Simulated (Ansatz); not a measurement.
**V2O5 (Pmmn): converging the G0W0 gap**

How do accuracy and time trade against each other in G0W0 on V2O5 (Pmmn)?

Calculated with Ansatz 0.2.0; G0W0 on LDA, plane waves, PAW.

### 1. The structure

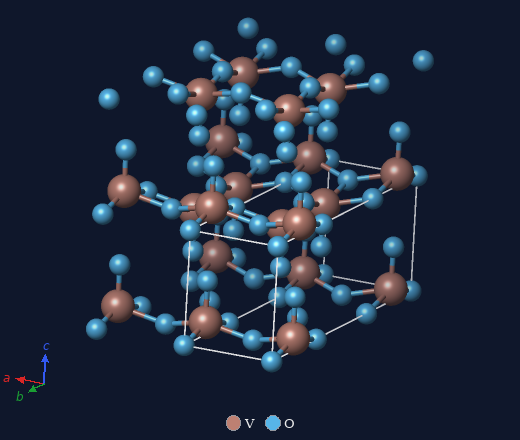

The starting structure, seen from a free direction (vanadium pink, oxygen blue). 2×1×2 cells are drawn. Bonds to atoms that aren't drawn are left out. Some periodic images of atoms are drawn too.

Coordinates:

```cif
data_structure
_symmetry_space_group_name_H-M 'Pmmn:1'
_symmetry_Int_Tables_number 59
_cell_length_a 3.5640
_cell_length_b 11.5120
_cell_length_c 4.3680
_cell_angle_alpha 90.000
_cell_angle_beta 90.000
_cell_angle_gamma 90.000
_cell_volume 179.21
loop_
_atom_site_label
_atom_site_type_symbol
_atom_site_symmetry_multiplicity
_atom_site_Wyckoff_symbol
_atom_site_fract_x
_atom_site_fract_y
_atom_site_fract_z
_atom_site_occupancy
V1 V 4 e 0.00000 0.85118 0.10830 1
O1 O 4 e 0.00000 0.85430 0.46900 1
O2 O 4 e 0.00000 0.68110 0.99700 1
O3 O 2 a 0.00000 0.00000 0.99900 1
```

The cell and positions come from the Crystallography Open Database and are kept as given unless a step says otherwise. The default PAW set here is soft_2. Its files were made with PBE.

### 2. 161 empty bands, screening to 54 eV

Now the one-shot GW correction: screening in the RPA, then the self-energy of the levels asked for.

input.yaml reads:

```yaml
crystal:
  lattice:
    - [3.564, 0.0, 0.0]
    - [0.0, 11.512, 0.0]
    - [0.0, 0.0, 4.368]
  atoms:
    - { symbol: V, position: [0.0, 0.85118, 0.1083] }
    - { symbol: V, position: [0.0, 0.14882, 0.1083] }
    - { symbol: V, position: [0.5, 0.35118, 0.8917] }
    - { symbol: V, position: [0.5, 0.64882, 0.8917] }
    - { symbol: O, position: [0.0, 0.8543, 0.469] }
    - { symbol: O, position: [0.0, 0.1457, 0.469] }
    - { symbol: O, position: [0.5, 0.3543, 0.531] }
    - { symbol: O, position: [0.5, 0.6457, 0.531] }
    - { symbol: O, position: [0.0, 0.6811, 0.997] }
    - { symbol: O, position: [0.0, 0.3189, 0.997] }
    - { symbol: O, position: [0.5, 0.1811, 0.003] }
    - { symbol: O, position: [0.5, 0.8189, 0.003] }
    - { symbol: O, position: [0.0, 0.0, 0.999] }
    - { symbol: O, position: [0.5, 0.5, 0.001] }
kpoints:
  mp_grid: { grid: [4, 2, 4] }
hamiltonian:
  xc: lda
scf:
  occupations: { method: fixed }
gw:
  n_empty_bands: 161
  ecut_chi: 54
  qp_bands: [v4, c4]
  qp_kpoints: band_edges
  screening: { model: contour_deformation }
```

Run with:

```console
$ ansatz run input.yaml --threads 3 --pin off --max-ram 92160MiB --backend cuda --events-out ev --progress --plain --runs-dir out --devices 1 --max-vram 13GiB  # rebuilt from the run's record
```

Numbers of over 12 decimals in the logs are rounded to 6 here.

The program printed:

```text
GPUs: using 1 of 1 available (devices: 1).
Engine: ansatz 0.2.0, x86_64-unknown-linux-gnu
Pseudopotentials: kind: paw
Pseudopotential: V, paw, valence charge 13, recommended cutoff 420 eV (normal), V.paw.azcp
Pseudopotential: O, paw, valence charge 6, recommended cutoff 420 eV (normal), O.paw.azcp
Functional definition: SPW92
  exchange = slater_x
  correlation = pw_c
device memory: the entry about to start is reckoned to put 3.3 GiB on a device that reports 30.1 GiB free (of which the cap on the GPU budget leaves the run 13.0 GiB)
GPU FFT provider: cuFFT
GPU libraries: cuBLAS 13.8.2, cuFFT 12.4.0, cuSOLVER 12.3.4
Crystal: 14 atoms, lattice volume = 179.214 Å³
Basis set: ecut = 420 eV, 3495 PW (Γ)
Bands: 70, of which v1, the nominal top of the filled ones, is band 56 counted from 1 (55 counted from 0)
Symmetry: 8 space group operations
Space group: Pmmn (ITA 59), of the structure as read, at distance tolerance 5.6e-5 Å
k-points: 18 of 32
Non-local potential: V, projectors of the file, l = 0: 3, l = 1: 2, l = 2: 3, l = 3: 1
Non-local potential: O, projectors of the file, l = 0: 2, l = 1: 2, l = 2: 1
PAW form: soft (Blöchl's): semilocal exchange-correlation on the pseudo side does not see the compensation charge
PAW frozen core: V, regenerated for the run's functional, and the local potential with it (the file was generated under x = pbe(κ = 0.804, μ = 0.219515), c = pbe(β = 0.066725))
PAW frozen core: O, regenerated for the run's functional, and the local potential with it (the file was generated under x = pbe(κ = 0.804, μ = 0.219515), c = pbe(β = 0.066725))
PAW one-centre angular grid: V, 590 points (default); XC on 64 Gauss nodes
PAW one-centre angular grid: O, 110 points (default); XC on 64 Gauss nodes
Initial density: superposition of atomic densities (neutral atoms: chi_scale 0, normalization atom), corrected by the library's trained network
Initial wavefunctions: pseudopotential atomic-orbital guess
GPU buffer pool allocated for 57600 grid points (all kernels)
GPU transforms: local potential and band sums: pruned to the plane-wave sphere, on 24×80×30
Functional: x = slater, c = lda
SCF iter   1: F=—  HF=-17000.978552 eV  |F-HF|=—  |Δ(HF+E_count)|=         —  Δρ=1.84e-2  dr2=5.38e-1  ethr=1.77e-3  ⟨swp⟩=3.7  Hψ=3999  notcnv=0  defer=178
preconditioner: auto → Resta (q_TF=auto, 2.523 Å⁻¹)  ε∞=7.9  [insulator: Δε(μ)=1.598 eV  Ē_g=9.452 eV  n_scr=48 (ndim 8)  ℏωp=24.8 eV  f_vac=0.166  ε∞_Penn≈7.9]
SCF iter   2: F=—  HF=-17000.917581 eV  |F-HF|=—  |Δ(HF+E_count)|=   6.10e-2  Δρ=1.54e-2  dr2=4.22e-1  ethr=4.81e-4  ⟨swp⟩=2.2  Hψ=2104  notcnv=0  defer=216
SCF iter   3: F=—  HF=-17000.868257 eV  |F-HF|=—  |Δ(HF+E_count)|=   4.93e-2  Δρ=5.34e-3  dr2=4.41e-2  ethr=3.77e-4  ⟨swp⟩=2.0  Hψ=1692  notcnv=0  defer=216
SCF iter   4: F=—  HF=-17000.860076 eV  |F-HF|=—  |Δ(HF+E_count)|=   8.18e-3  Δρ=2.20e-3  dr2=1.14e-2  ethr=3.93e-5  ⟨swp⟩=2.0  Hψ=1764  notcnv=0  defer=216
SCF iter   5: F=—  HF=-17000.858144 eV  |F-HF|=—  |Δ(HF+E_count)|=   1.93e-3  Δρ=8.76e-4  dr2=1.28e-3  ethr=1.02e-5  ⟨swp⟩=2.1  Hψ=1513  notcnv=0  defer=216
SCF iter   6: F=—  HF=-17000.857973 eV  |F-HF|=—  |Δ(HF+E_count)|=   1.71e-4  Δρ=3.34e-4  dr2=2.32e-4  ethr=1.14e-6  ⟨swp⟩=2.0  Hψ=1662  notcnv=0  defer=216
SCF iter   7: F=—  HF=-17000.857975 eV  |F-HF|=—  |Δ(HF+E_count)|=   1.80e-6  Δρ=1.90e-4  dr2=7.11e-5  ethr=2.07e-7  ⟨swp⟩=2.0  Hψ=1770  notcnv=0  defer=144
SCF iter   8: F=—  HF=-17000.857980 eV  |F-HF|=—  |Δ(HF+E_count)|=   5.69e-6  Δρ=4.72e-5  dr2=6.04e-6  ethr=6.35e-8  ⟨swp⟩=2.0  Hψ=1781  notcnv=0  defer=144
SCF iter   9: F=—  HF=-17000.857984 eV  |F-HF|=—  |Δ(HF+E_count)|=   3.79e-6  Δρ=2.38e-5  dr2=1.56e-6  ethr=5.40e-9  ⟨swp⟩=2.0  Hψ=1270  notcnv=0  defer=144
SCF iter  10: F=—  HF=-17000.857985 eV  |F-HF|=—  |Δ(HF+E_count)|=   6.12e-7  Δρ=7.80e-6  dr2=1.45e-7  ethr=1.39e-9  ⟨swp⟩=2.0  Hψ=1558  notcnv=0  defer=144
SCF iter  11: F=-17000.857985 eV  HF=-17000.857985 eV  |F-HF|=5.92e-8  |Δ(HF+E_count)|=   2.24e-8  Δρ=6.10e-6  dr2=7.55e-8  ethr=8.93e-11  ⟨swp⟩=8.9  Hψ=3874  notcnv=0
SCF 1 converged in 11 iterations: F = -17000.857985 eV  dr2 = 7.55e-8
  greatest PAW one-centre occupation: 1.000 electrons in one spin orbital (limit 2), on the V atom at site 3 (counted from 0), in its partial waves of l = 0
device memory: the entry about to start is reckoned to put 4.1 GiB (of the 4.2 GiB reckoned in all, the device holds 0.1 GiB already) on a device that reports 30.0 GiB free (of which the cap on the GPU budget leaves the run 12.9 GiB)
NSCF: frozen V_eff on 18 k-points
the band table was solved once the SCF had ended and its energy, with any forces and stress, was formed, with the checks that follow a solve (4728 applications of the Hamiltonian). They found nothing against the state; the energy, forces and stress were not computed again (output.eigenvalues in the input reference)
device memory: the entry about to start is reckoned to put 4.3 GiB on a device that reports 30.1 GiB free (of which the cap on the GPU budget leaves the run 13.0 GiB)
NSCF: frozen V_eff on 18 k-points
G₀W₀ screening: q 1/18
[... further progress lines ...]
SCF converged after 11 iterations
Free energy (F): -17000.857985 eV
Harris-Foulkes:  -17000.857985 eV  (|F-HF|=5.92e-8)
Internal energy: -17000.857985 eV  (E = F + TS)
[...]
`?` marks the rows in doubt; gw_qp.tsv's column doubts and the gw_qp event give each row's grounds
    ik  band        ε_KS         Σx   Σc(E_QP)       V_xc       Z   E_QP_lin       E_QP  E_QP is
     0    53      2.9115   -25.2595     5.1816   -20.1158  0.6865     2.9494     2.9495  root
     0    54      3.0810   -25.0866     4.8628   -20.2452  0.6860     3.1024     3.1025  root
     0    55      3.1659   -25.7219     5.2107   -20.5582  0.6883     3.2129     3.2130  root
     0    56      3.2278   -25.5438     4.6026   -21.0556  0.7018     3.3418     3.3422  root
     0    57      5.5876   -15.7530    -6.4468   -24.2846  0.7102     7.8215     7.6724  root ?
     0    58      5.7438   -16.0528    -6.0216   -24.0273  0.7115     7.8987     7.6966  root ?
     0    59      7.0696   -16.5731    -6.4437   -24.9082  0.6752     9.1695     8.9610  root ?
     0    60      7.1661   -16.8584    -6.1545   -24.9138  0.6773     9.2766     9.0670  root ?
     1    53      3.0060   -25.6156     5.1276   -20.5274  0.6891     3.0453     3.0454  root
     1    54      3.2366   -25.6136     4.9587   -20.7027  0.6895     3.2843     3.2844  root
     1    55      3.3600   -25.6810     4.7247   -21.0597  0.7006     3.4632     3.4635  root
     1    56      3.4558   -25.6765     4.7916   -20.9307  0.6939     3.5016     3.5017  root
     1    57      5.6503   -15.8427    -6.4409   -24.3542  0.7088     7.8732     7.7209  root ?
     1    58      5.8184   -16.1913    -5.9854   -24.1186  0.7096     7.9561     7.7603  root ?
     1    59      7.1071   -16.6010    -6.5049   -24.9957  0.6730     9.2071     8.9969  root ?
     1    60      7.1997   -16.8616    -6.2471   -25.0036  0.6744     9.3050     9.0945  root ?
     2    53      3.1454   -25.5570     5.0821   -20.5060  0.6894     3.1765     3.1766  root
     2    54      3.4449   -25.7312     4.7105   -21.1377  0.7022     3.5616     3.5619  root
     2    55      3.5998   -25.9149     4.7440   -21.2635  0.6951     3.6921     3.6924  root
     2    56      3.7289   -26.0187     4.7318   -21.3383  0.6990     3.7803     3.7804  root
     2    57      5.7183   -15.9400    -6.4418   -24.4517  0.7070     7.9315     7.7882  root ?
     2    58      5.8868   -16.3253    -5.9162   -24.1761  0.7082     8.0042     7.8214  root ?
     2    59      7.1551   -16.6061    -6.6567   -25.1466  0.6687     9.2512     9.0389  root ?
     2    60      7.2188   -16.8822    -6.2274   -25.0001  0.6739     9.3188     9.1093  root ?
     3    53      3.0753   -25.5159     4.8228   -20.7976  0.6981     3.1794     3.1797  root
     3    54      3.0753   -25.5159     4.8228   -20.7976  0.6981     3.1794     3.1797  root
     3    55      3.1692   -25.4721     4.9926   -20.5131  0.6885     3.2027     3.2028  root
     3    56      3.1692   -25.4721     4.9926   -20.5131  0.6885     3.2027     3.2028  root
     3    57      5.6624   -15.8921    -6.2240   -24.1586  0.7108     7.8573     7.7050  root ?
     3    58      5.6624   -15.8921    -6.2240   -24.1586  0.7108     7.8573     7.7050  root ?
     3    59      7.1216   -16.7292    -6.2816   -24.9067  0.6763     9.2257     9.0176  root ?
     3    60      7.1216   -16.7292    -6.2816   -24.9067  0.6763     9.2257     9.0176  root ?
     4    53      3.1557   -25.7379     4.9873   -20.8341  0.6938     3.2391     3.2393  root
     4    54      3.1557   -25.7379     4.9873   -20.8341  0.6938     3.2391     3.2393  root
     4    55      3.4139   -25.6456     4.7990   -20.8945  0.6948     3.4618     3.4619  root
     4    56      3.4139   -25.6456     4.7990   -20.8945  0.6948     3.4618     3.4619  root
     4    57      5.7312   -16.0072    -6.2671   -24.2394  0.7091     7.9120     7.6963  root ?
     4    58      5.7312   -16.0072    -6.2671   -24.2394  0.7091     7.9120     7.6963  root ?
     4    59      7.1571   -16.7459    -6.3567   -24.9943  0.6737     9.2583     9.0488  root ?
     4    60      7.1571   -16.7459    -6.3567   -24.9943  0.6737     9.2583     9.0488  root ?
     5    53      3.2892   -25.7514     4.7553   -21.0872  0.6992     3.3800     3.3803  root
     5    54      3.2892   -25.7514     4.7553   -21.0872  0.6992     3.3800     3.3803  root
     5    55      3.6645   -25.9562     4.7398   -21.2882  0.6971     3.7363     3.7365  root
     5    56      3.6645   -25.9562     4.7398   -21.2882  0.6971     3.7363     3.7365  root
     5    57      5.7999   -16.1242    -6.2373   -24.3206  0.7075     7.9662     7.7590  root ?
     5    58      5.7999   -16.1242    -6.2373   -24.3206  0.7075     7.9662     7.7590  root ?
     5    59      7.1900   -16.7590    -6.4195   -25.0650  0.6715     9.2868     9.0765  root ?
     5    60      7.1900   -16.7590    -6.4195   -25.0650  0.6715     9.2868     9.0765  root ?
[...]
16    53      3.5298   -25.6607     4.8543   -20.8437  0.6970     3.5672     3.5672  root
    16    54      3.5298   -25.6607     4.8543   -20.8437  0.6970     3.5672     3.5672  root
    16    55      3.5326   -25.2271     4.6840   -20.6416  0.6993     3.6309     3.6312  root
    16    56      3.5326   -25.2271     4.6840   -20.6416  0.6993     3.6309     3.6312  root
    16    57      6.2131   -16.5818    -6.3489   -24.8963  0.6986     8.4018     8.1787  root ?
    16    58      6.2131   -16.5818    -6.3489   -24.8963  0.6986     8.4018     8.1787  root ?
    16    59      6.8521   -16.4639    -6.4928   -24.9190  0.6906     9.0581     8.8144  root ?
    16    60      6.8521   -16.4639    -6.4928   -24.9190  0.6906     9.0581     8.8144  root ?
    17    53      3.7964   -25.6978     4.7402   -21.0652  0.7021     3.9037     3.9040  root
    17    54      3.7964   -25.6978     4.7402   -21.0652  0.7021     3.9037     3.9040  root
    17    55      3.8457   -26.0571     4.8401   -21.2812  0.7014     3.9098     3.9100  root
    17    56      3.8457   -26.0571     4.8401   -21.2812  0.7014     3.9098     3.9100  root
    17    57      6.2197   -16.6365    -6.2644   -24.8612  0.6987     8.3979     8.1800  root ?
    17    58      6.2197   -16.6365    -6.2644   -24.8612  0.6987     8.3979     8.1800  root ?
    17    59      6.8969   -16.5280    -6.5114   -25.0003  0.6880     9.1025     8.8578  root ?
    17    60      6.8969   -16.5280    -6.5114   -25.0003  0.6880     9.1025     8.8578  root ?
[key lines of the parts left out:]
Fermi energy:    3.856133 eV
```

It took 27 s on 1 × NVIDIA H100 80GB HBM3 (shared by 6 runs) with 3 threads of AMD EPYC 7R13 (Zen 3), shared host; peak memory 1.4 GiB; 50 s of CPU time.

This step gave:

```
bands summed                                 : 217
RPA ε∞ on this mesh (eigenvalues)            : 3.792, 6.039, 6.601
plane waves in the screening matrix          : 165
q-points in the mesh                         : 32
G0W0 gap on the mesh                         : 3.747 eV
k of the valence top                         : -0.5, 0, -0.5
k of the conduction bottom                   : 0, 0, 0
starting gap on the mesh                     : 1.731 eV
Z at the valence top                         : 0.7012
Z at the conduction bottom                   : 0.7102
least direct G0W0 gap on the computed points : 4.008 eV
```

The gap on the mesh goes from 1.73 eV to 3.75 eV, a correction of +2.02 eV. The program marks an edge row as in doubt. Between the two edge states, bare exchange in place of the xc potential would open the gap by 13.30 eV, and correlation takes back 11.28 eV.

### 3. 456 empty bands, screening to 108 eV

Bands and screening cutoff are moved together, since each hides the error of the other.

input.yaml, as its differences from that of step 2:

```diff
@@ -27,4 +27,4 @@
 gw:
-  n_empty_bands: 161
-  ecut_chi: 54
+  n_empty_bands: 456
+  ecut_chi: 108
   qp_bands: [v4, c4]
```

The program printed:

```text
GPUs: using 1 of 1 available (devices: 1).
[...]
GPU FFT provider: cuFFT
GPU libraries: cuBLAS 13.8.2, cuFFT 12.4.0, cuSOLVER 12.3.4
Crystal: 14 atoms, lattice volume = 179.214 Å³
Basis set: ecut = 420 eV, 3495 PW (Γ)
Bands: 70, of which v1, the nominal top of the filled ones, is band 56 counted from 1 (55 counted from 0)
Symmetry: 8 space group operations
[...]
k-points: 18 of 32
[...]
GPU buffer pool allocated for 57600 grid points (all kernels)
[...]
SCF iter   1: F=—  HF=-17000.978552 eV  |F-HF|=—  |Δ(HF+E_count)|=         —  Δρ=1.84e-2  dr2=5.38e-1  ethr=1.77e-3  ⟨swp⟩=3.7  Hψ=3999  notcnv=0  defer=178
[...]
SCF iter  11: F=-17000.857985 eV  HF=-17000.857985 eV  |F-HF|=5.92e-8  |Δ(HF+E_count)|=   2.24e-8  Δρ=6.10e-6  dr2=7.55e-8  ethr=8.93e-11  ⟨swp⟩=8.9  Hψ=3874  notcnv=0
SCF 1 converged in 11 iterations: F = -17000.857985 eV  dr2 = 7.55e-8
[...]
NSCF: frozen V_eff on 18 k-points
[...]
G₀W₀ screening: q 1/18
[... further progress lines ...]
SCF converged after 11 iterations
Free energy (F): -17000.857985 eV
[...]
Internal energy: -17000.857985 eV  (E = F + TS)
E sigma→0 (E₀):  -17000.857985 eV
Fermi energy:    3.856133 eV
[...]
--- Band table (eV; the first three rows and the last of 18) ---
  k-point 0: bands = [... 52 lower, 2.9115, 3.0810, 3.1659, 3.2278, 5.5876, 5.7438, 7.0696, 7.1661, ... 10 higher]
  k-point 1: bands = [... 52 lower, 3.0060, 3.2366, 3.3600, 3.4558, 5.6503, 5.8184, 7.1071, 7.1997, ... 10 higher]
[...]
0    57      5.5876   -15.7530    -6.8921   -24.2846  0.7023     7.3238     7.2271  root
     0    58      5.7438   -16.0528    -6.3827   -24.0273  0.7038     7.4290     7.3356  root
     0    59      7.0696   -16.5731    -6.8267   -24.9082  0.6664     8.6932     8.5781  root ?
     0    60      7.1661   -16.8584    -6.5207   -24.9138  0.6691     8.8167     8.7008  root ?
     1    53      3.0060   -25.6156     4.9304   -20.5274  0.6816     2.8474     2.8482  root
     1    54      3.2366   -25.6136     4.7480   -20.7027  0.6828     3.0729     3.0737  root
[...]
1    59      7.1071   -16.6010    -6.8897   -24.9957  0.6643     8.7293     8.6121  root ?
     1    60      7.1997   -16.8616    -6.6178   -25.0036  0.6662     8.8418     8.7237  root ?
[...]
2    57      5.7183   -15.9400    -6.8952   -24.4517  0.6989     7.4350     7.3347  root ?
[...]
2    59      7.1551   -16.6061    -7.0467   -25.1466  0.6600     8.7687     8.6490  root ?
     2    60      7.2188   -16.8822    -6.5980   -25.0001  0.6657     8.8569     8.7387  root ?
[...]
3    59      7.1216   -16.7292    -6.6558   -24.9067  0.6678     8.7585     8.6434  root ?
[...]
17    53      3.7964   -25.6978     4.5143   -21.0652  0.6933     3.6778     3.6781  root
    17    54      3.7964   -25.6978     4.5143   -21.0652  0.6933     3.6778     3.6781  root
    17    55      3.8457   -26.0571     4.6134   -21.2812  0.6941     3.6825     3.6832  root
    17    56      3.8457   -26.0571     4.6134   -21.2812  0.6941     3.6825     3.6832  root
    17    57      6.2197   -16.6365    -6.6476   -24.8612  0.6901     7.9020     7.7968  root ?
    17    58      6.2197   -16.6365    -6.6476   -24.8612  0.6901     7.9020     7.7968  root ?
    17    59      6.8969   -16.5280    -6.8741   -25.0003  0.6792     8.6172     8.4951  root ?
    17    60      6.8969   -16.5280    -6.8741   -25.0003  0.6792     8.6172     8.4951  root ?
```

Run time: 53 s. Hardware: 1 × NVIDIA H100 80GB HBM3 (shared by 6 runs) with 3 threads; peak memory 2.3 GiB; 99 s of CPU time.

Numbers from this step:

* bands summed: 512
* RPA ε∞ on this mesh (eigenvalues): 3.751, 6.015, 6.546
* plane waves in the screening matrix: 447
* q-points in the mesh: 32
* G0W0 gap on the mesh: 3.526 eV
* k of the valence top: -0.5, 0, -0.5
* k of the conduction bottom: 0, 0, 0
* starting gap on the mesh: 1.731 eV
* Z at the valence top: 0.6935
* Z at the conduction bottom: 0.7023
* least direct G0W0 gap on the computed points: 3.785 eV

Against the run with 4×2×4 mesh, 161 empty bands, screening to 54 eV, the gap moves by −0.22 eV.

### 4. 982 empty bands, screening to 180 eV

input.yaml, as its differences from that of step 3:

```diff
@@ -27,4 +27,4 @@
 gw:
-  n_empty_bands: 456
-  ecut_chi: 108
+  n_empty_bands: 982
+  ecut_chi: 180.0
   qp_bands: [v4, c4]
```

The program printed:

```text
GPUs: using 1 of 1 available (devices: 1).
[...]
GPU FFT provider: cuFFT
GPU libraries: cuBLAS 13.8.2, cuFFT 12.4.0, cuSOLVER 12.3.4
Crystal: 14 atoms, lattice volume = 179.214 Å³
Basis set: ecut = 420 eV, 3495 PW (Γ)
Bands: 70, of which v1, the nominal top of the filled ones, is band 56 counted from 1 (55 counted from 0)
Symmetry: 8 space group operations
[...]
k-points: 18 of 32
[...]
0    60      7.1661   -16.8584    -6.7316   -24.9138  0.6629     8.5680     8.4899  root
[...]
17    57      6.2197   -16.6365    -6.8544   -24.8612  0.6845     7.6677     7.5900  root
    17    58      6.2197   -16.6365    -6.8544   -24.8612  0.6845     7.6677     7.5900  root
    17    59      6.8969   -16.5280    -7.0775   -25.0003  0.6734     8.3779     8.2917  root
    17    60      6.8969   -16.5280    -7.0775   -25.0003  0.6734     8.3779     8.2917  root
[key lines of the parts left out:]
SCF converged after 11 iterations
Free energy (F): -17000.857985 eV
Fermi energy:    3.856133 eV
```

The job ended after 3.3 min (1 × NVIDIA H100 80GB HBM3 (shared by 6 runs) with 3 threads; peak memory 4.9 GiB).

Numbers from this step:

```
bands summed                                 : 1038
RPA ε∞ on this mesh (eigenvalues)            : 3.734, 5.937, 6.457
plane waves in the screening matrix          : 979
G0W0 gap on the mesh                         : 3.571 eV
k of the valence top                         : -0.5, 0, -0.5
k of the conduction bottom                   : 0, 0, 0
starting gap on the mesh                     : 1.731 eV
least direct G0W0 gap on the computed points : 3.824 eV
```

Against the run with 4×2×4 mesh, 456 empty bands, screening to 108 eV, the gap moves by +0.05 eV.

(Continued in part 2 of 2.)

[Paths, hosts, dates, memory and timing lines, banners, echoed tables and standing remarks are left out of the program output.]

[Logs are printed without paths, hosts, clocks, repeated set-up lines and the standing remarks that a program may print on its own settings, such as how far it seeks lower states.]

[Runs of the session that timed out or met a known fault of the program may be left out.]

[Cells called generated may have been cut or substituted from an entry of the Crystallography Open Database or the Materials Project.]

[Hosts, paths, dates, database ids (printed as entryN), source tags and the programs' standing remarks are cut or masked in the printed files.]
